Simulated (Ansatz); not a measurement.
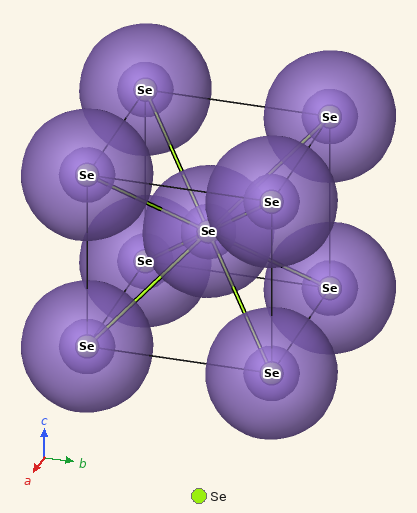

Figure. Se. Isosurface of the electron localisation function at 0.6 (purple), seen at an oblique angle. Only the valence region is drawn (cores and ρ < 0.01 e/Å³ removed). Sticks mark near contacts.

Space group Im-3m; a structure from a database of computed crystals, not necessarily the ambient phase.

All numbers below come from DFT r2SCAN, scalar-relativistic, plane waves, PAW (Ansatz).

Core electrons are frozen (PAW), and the valence fields are smoothed inside the atomic spheres.

> What do the ELF domains correspond to?

The surface consists of two regions wrapped around Se (the valence shell of each), counted in one cell of 2 atoms. Regions shared between cells count once.

Values along the shortest contacts:
Se–Se (2.98 Å): the ELF is about 0.35 at the midpoint.

> Does the calculation make it a metal, or give it a gap?

It is gapless in this calculation (a metal or semimetal).
